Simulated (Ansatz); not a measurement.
Geometry relaxation of Zr$_{2}$N (part 3 of 3)

Continued. System: Zr$_{2}$N (interface cell, 12 atoms in the cell). Method: DFT PBEsol, scalar-relativistic, plane waves, PAW, no spin polarisation (Ansatz 0.2.0); cutoff 420 eV, 12×12×1 k-mesh, Gaussian smearing of 0.1 eV. The structure derives from an entry of the Crystallography Open Database. It belongs to a series of runs on one base structure; here: film shifted by (0, 0) in the plane.

Geometry of the input (Å; fractional positions):
```
3.2189  0.0000  0.0000
-1.6094  2.7876  0.0000
0.0000  0.0000  35.4038
N  0.3333  0.6667  0.2118
Zr 0.6667  0.3333  0.2490
N  0.0000  0.0000  0.2861
Zr 0.3333  0.6667  0.3232
N  0.6667  0.3333  0.3603
Zr 0.0000  0.0000  0.3974
N  0.3333  0.6667  0.4345
Zr 0.6667  0.3333  0.4717
Zr 0.6667  0.3333  0.5733
Zr 0.3333  0.6667  0.6450
Zr 0.6667  0.3333  0.7166
Zr 0.3333  0.6667  0.7882
```

### File populations.tsv
```
# site	symbol	l	j	q
# orbitals = lowdin
# n_electrons = 116.000000
# spilling = 0.004836
0	N	0_2S	-	1.531961
0	N	1_2P	-	4.048505
1	Zr	0_4S	-	1.931554
1	Zr	0_5S	-	0.441211
1	Zr	1_4P	-	5.961031
1	Zr	2_4D	-	2.684120
2	N	0_2S	-	1.529520
2	N	1_2P	-	4.218939
3	Zr	0_4S	-	1.928713
3	Zr	0_5S	-	0.453532
3	Zr	1_4P	-	5.978644
3	Zr	2_4D	-	2.767592
4	N	0_2S	-	1.501170
4	N	1_2P	-	4.191952
5	Zr	0_4S	-	1.928250
5	Zr	0_5S	-	0.435746
5	Zr	1_4P	-	5.977844
5	Zr	2_4D	-	2.976018
6	N	0_2S	-	1.487594
6	N	1_2P	-	4.116486
7	Zr	0_4S	-	1.934201
7	Zr	0_5S	-	0.594516
7	Zr	1_4P	-	5.968965
7	Zr	2_4D	-	3.097655
8	Zr	0_4S	-	1.941014
8	Zr	0_5S	-	0.832395
8	Zr	1_4P	-	5.964612
8	Zr	2_4D	-	3.205881
9	Zr	0_4S	-	1.940868
9	Zr	0_5S	-	0.818206
9	Zr	1_4P	-	5.969871
9	Zr	2_4D	-	3.207961
10	Zr	0_4S	-	1.940319
10	Zr	0_5S	-	0.819909
10	Zr	1_4P	-	5.970037
10	Zr	2_4D	-	3.191387
11	Zr	0_4S	-	1.953033
11	Zr	0_5S	-	0.911473
11	Zr	1_4P	-	5.967827
11	Zr	2_4D	-	3.118545
```

### Trajectory as extended XYZ (Å, eV, eV/Å), 9 frames, from step=1 to step=9
```
12
Lattice="3.2189 0.0000 0.0000 -1.6094 2.7876 0.0000 0.0000 0.0000 35.4038" Properties=species:S:1:pos:R:3:forces:R:3 step=1 energy=-34552.24304
N     0.0000    1.8584    7.5000    0.0000   0.0000   4.8377
Zr    1.6094    0.9292    8.8141    0.0000   0.0000  -6.2291
N     0.0000    0.0000   10.1282    0.0000   0.0000   1.2252
Zr    0.0000    1.8584   11.4423    0.0000   0.0000  -0.0783
N     1.6094    0.9292   12.7564    0.0000   0.0000  -0.0214
Zr    0.0000    0.0000   14.0705    0.0000   0.0000   0.6821
N     0.0000    1.8584   15.3846    0.0000   0.0000   0.3825
Zr    1.6094    0.9292   16.6987    0.0000   0.0000   0.1421
Zr    1.6094    0.9292   20.2987    0.0000   0.0000  -0.6311
Zr    0.0000    1.8584   22.8338    0.0000   0.0000  -0.4222
Zr    1.6094    0.9292   25.3688    0.0000   0.0000   0.6029
Zr    0.0000    1.8584   27.9038    0.0000   0.0000  -0.4909
12
Lattice="3.2189 0.0000 0.0000 -1.6094 2.7876 0.0000 0.0000 0.0000 35.4038" Properties=species:S:1:pos:R:3:forces:R:3 step=2 energy=-34553.86009
N     0.0000    1.8584    7.6930    0.0000   0.0000   1.5520
Zr    1.6094    0.9292    8.6225    0.0000   0.0000  -2.1567
N     0.0000    0.0000   10.1180    0.0000   0.0000   1.7288
Zr    0.0000    1.8584   11.4381    0.0000   0.0000  -0.9710
N     1.6094    0.9292   12.7662    0.0000   0.0000  -0.1459
Zr    0.0000    0.0000   14.1101    0.0000   0.0000   0.3112
N     0.0000    1.8584   15.4179    0.0000   0.0000   0.3936
Zr    1.6094    0.9292   16.7196    0.0000   0.0000   0.2008
Zr    1.6094    0.9292   20.2426    0.0000   0.0000  -0.4917
Zr    0.0000    1.8584   22.7982    0.0000   0.0000  -0.3527
Zr    1.6094    0.9292   25.4054    0.0000   0.0000   0.2502
Zr    0.0000    1.8584   27.8684    0.0000   0.0000  -0.3191
12
Lattice="3.2189 0.0000 0.0000 -1.6094 2.7876 0.0000 0.0000 0.0000 35.4038" Properties=species:S:1:pos:R:3:forces:R:3 step=3 energy=-34554.25630
N     0.0000    1.8584    7.8406    0.0000   0.0000  -0.3599
Zr    1.6094    0.9292    8.5878    0.0000   0.0000   0.6527
N     0.0000    0.0000   10.2858    0.0000   0.0000  -0.8521
Zr    0.0000    1.8584   11.4341    0.0000   0.0000   1.0916
N     1.6094    0.9292   12.7798    0.0000   0.0000   0.1218
Zr    0.0000    0.0000   14.1816    0.0000   0.0000   0.0217
N     0.0000    1.8584   15.5167    0.0000   0.0000   0.1302
Zr    1.6094    0.9292   16.8066    0.0000   0.0000  -0.0993
Zr    1.6094    0.9292   20.0480    0.0000   0.0000  -0.1629
Zr    0.0000    1.8584   22.6284    0.0000   0.0000  -0.2009
Zr    1.6094    0.9292   25.3476    0.0000   0.0000  -0.2597
Zr    0.0000    1.8584   27.7430    0.0000   0.0000  -0.0820
12
Lattice="3.2189 0.0000 0.0000 -1.6094 2.7876 0.0000 0.0000 0.0000 35.4038" Properties=species:S:1:pos:R:3:forces:R:3 step=4 energy=-34554.45211
N     0.0000    1.8584    7.9168    0.0000   0.0000   0.0495
Zr    1.6094    0.9292    8.6995    0.0000   0.0000   0.1643
N     0.0000    0.0000   10.3610    0.0000   0.0000   0.0607
Zr    0.0000    1.8584   11.5725    0.0000   0.0000  -0.0665
N     1.6094    0.9292   12.8946    0.0000   0.0000  -0.0006
Zr    0.0000    0.0000   14.2675    0.0000   0.0000   0.0039
N     0.0000    1.8584   15.5819    0.0000   0.0000   0.1962
Zr    1.6094    0.9292   16.8398    0.0000   0.0000   0.0115
Zr    1.6094    0.9292   19.9047    0.0000   0.0000  -0.0100
Zr    0.0000    1.8584   22.4459    0.0000   0.0000  -0.1025
Zr    1.6094    0.9292   25.1526    0.0000   0.0000  -0.1543
Zr    0.0000    1.8584   27.5631    0.0000   0.0000  -0.1510
12
Lattice="3.2189 0.0000 0.0000 -1.6094 2.7876 0.0000 0.0000 0.0000 35.4038" Properties=species:S:1:pos:R:3:forces:R:3 step=5 energy=-34554.52159
N     0.0000    1.8584    8.0205    0.0000   0.0000  -0.0282
Zr    1.6094    0.9292    8.8010    0.0000   0.0000  -0.1142
N     0.0000    0.0000   10.4272    0.0000   0.0000   0.1090
Zr    0.0000    1.8584   11.6257    0.0000   0.0000   0.2505
N     1.6094    0.9292   12.9451    0.0000   0.0000   0.0329
Zr    0.0000    0.0000   14.3229    0.0000   0.0000  -0.0226
N     0.0000    1.8584   15.6474    0.0000   0.0000   0.0576
Zr    1.6094    0.9292   16.8875    0.0000   0.0000  -0.1212
Zr    1.6094    0.9292   19.8511    0.0000   0.0000  -0.0066
Zr    0.0000    1.8584   22.3302    0.0000   0.0000  -0.0392
Zr    1.6094    0.9292   24.9737    0.0000   0.0000  -0.0629
Zr    0.0000    1.8584   27.3676    0.0000   0.0000  -0.0549
12
Lattice="3.2189 0.0000 0.0000 -1.6094 2.7876 0.0000 0.0000 0.0000 35.4038" Properties=species:S:1:pos:R:3:forces:R:3 step=6 energy=-34554.53822
N     0.0000    1.8584    8.0726    0.0000   0.0000  -0.0077
Zr    1.6094    0.9292    8.8528    0.0000   0.0000   0.0135
N     0.0000    0.0000   10.4967    0.0000   0.0000  -0.0493
Zr    0.0000    1.8584   11.6914    0.0000   0.0000   0.0870
N     1.6094    0.9292   13.0047    0.0000   0.0000  -0.1317
Zr    0.0000    0.0000   14.3585    0.0000   0.0000  -0.0344
N     0.0000    1.8584   15.6670    0.0000   0.0000   0.0911
Zr    1.6094    0.9292   16.8861    0.0000   0.0000   0.0541
Zr    1.6094    0.9292   19.8053    0.0000   0.0000  -0.0175
Zr    0.0000    1.8584   22.2515    0.0000   0.0000   0.0075
Zr    1.6094    0.9292   24.8628    0.0000   0.0000   0.0015
Zr    0.0000    1.8584   27.2505    0.0000   0.0000  -0.0143
12
Lattice="3.2189 0.0000 0.0000 -1.6094 2.7876 0.0000 0.0000 0.0000 35.4038" Properties=species:S:1:pos:R:3:forces:R:3 step=7 energy=-34554.53907
N     0.0000    1.8584    8.0704    0.0000   0.0000  -0.0164
Zr    1.6094    0.9292    8.8502    0.0000   0.0000   0.0018
N     0.0000    0.0000   10.4904    0.0000   0.0000   0.0238
Zr    0.0000    1.8584   11.6896    0.0000   0.0000   0.0297
N     1.6094    0.9292   12.9954    0.0000   0.0000  -0.0446
Zr    0.0000    0.0000   14.3570    0.0000   0.0000   0.0133
N     0.0000    1.8584   15.6855    0.0000   0.0000  -0.0879
Zr    1.6094    0.9292   16.8871    0.0000   0.0000   0.1071
Zr    1.6094    0.9292   19.8098    0.0000   0.0000  -0.0264
Zr    0.0000    1.8584   22.2552    0.0000   0.0000  -0.0012
Zr    1.6094    0.9292   24.8621    0.0000   0.0000  -0.0009
Zr    0.0000    1.8584   27.2471    0.0000   0.0000   0.0014
12
Lattice="3.2189 0.0000 0.0000 -1.6094 2.7876 0.0000 0.0000 0.0000 35.4038" Properties=species:S:1:pos:R:3:forces:R:3 step=8 energy=-34554.53974
N     0.0000    1.8584    8.0714    0.0000   0.0000   0.0046
Zr    1.6094    0.9292    8.8526    0.0000   0.0000  -0.0051
N     0.0000    0.0000   10.4947    0.0000   0.0000  -0.0045
Zr    0.0000    1.8584   11.6929    0.0000   0.0000  -0.0151
N     1.6094    0.9292   12.9947    0.0000   0.0000   0.0122
Zr    0.0000    0.0000   14.3589    0.0000   0.0000   0.0165
N     0.0000    1.8584   15.6805    0.0000   0.0000   0.0024
Zr    1.6094    0.9292   16.8944    0.0000   0.0000  -0.0183
Zr    1.6094    0.9292   19.8049    0.0000   0.0000   0.0143
Zr    0.0000    1.8584   22.2517    0.0000   0.0000  -0.0072
Zr    1.6094    0.9292   24.8589    0.0000   0.0000   0.0016
Zr    0.0000    1.8584   27.2442    0.0000   0.0000  -0.0015
12
Lattice="3.2189 0.0000 0.0000 -1.6094 2.7876 0.0000 0.0000 0.0000 35.4038" Properties=species:S:1:pos:R:3:forces:R:3 step=9 energy=-34554.53974
N     0.0000    1.8584    8.0714    0.0000   0.0000   0.0047
Zr    1.6094    0.9292    8.8526    0.0000   0.0000  -0.0046
N     0.0000    0.0000   10.4947    0.0000   0.0000  -0.0051
Zr    0.0000    1.8584   11.6929    0.0000   0.0000  -0.0146
N     1.6094    0.9292   12.9947    0.0000   0.0000   0.0121
Zr    0.0000    0.0000   14.3589    0.0000   0.0000   0.0160
N     0.0000    1.8584   15.6805    0.0000   0.0000   0.0024
Zr    1.6094    0.9292   16.8944    0.0000   0.0000  -0.0183
Zr    1.6094    0.9292   19.8049    0.0000   0.0000   0.0146
Zr    0.0000    1.8584   22.2517    0.0000   0.0000  -0.0072
Zr    1.6094    0.9292   24.8589    0.0000   0.0000   0.0017
Zr    0.0000    1.8584   27.2442    0.0000   0.0000  -0.0015
```

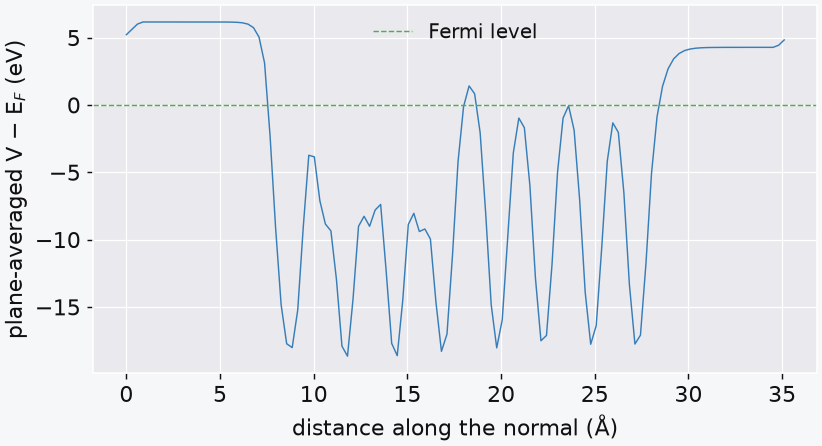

Plane average of the electrostatic potential energy of an electron across the cell, from the Fermi level. The vacuum level lies 4.29 eV above the Fermi level on the upper side and 6.18 eV on the lower.

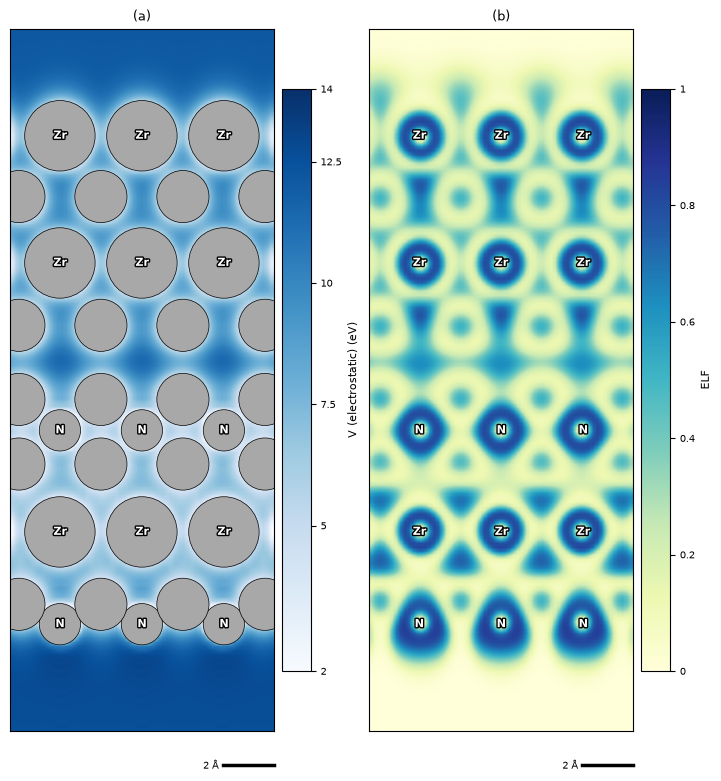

(a) electrostatic potential energy of an electron; (b) electron localisation function on the (11̄0) plane of the calculation cell, a cut from vacuum to vacuum. Grey discs, where drawn, cover atomic cores. Atoms in the plane: N and Zr. The strong features right at Zr lie inside the PAW spheres (semicore, d or f shells) and say nothing about bonding. In a PAW calculation such maps are meaningful between the atoms, not at the nuclei.

### Results in brief

```tsv
quantity	value
outcome	converged
electrons treated	116
free energy	−34554.5397 eV
work function, top face	4.29 eV
work function, bottom face	6.18 eV
Fermi energy	7.142 eV
gap on the k-point mesh	none (metallic)
final volume	317.68 Å³
work function (upper face)	4.29 eV
largest force (length of the vector) at the end	0.018 eV/Å
wall time	96 s (CPU time 6.2 min)
peak memory	1.1 GiB
```

### Remarks

The program warns: the exchange-correlation potential is rough where the density is thin.
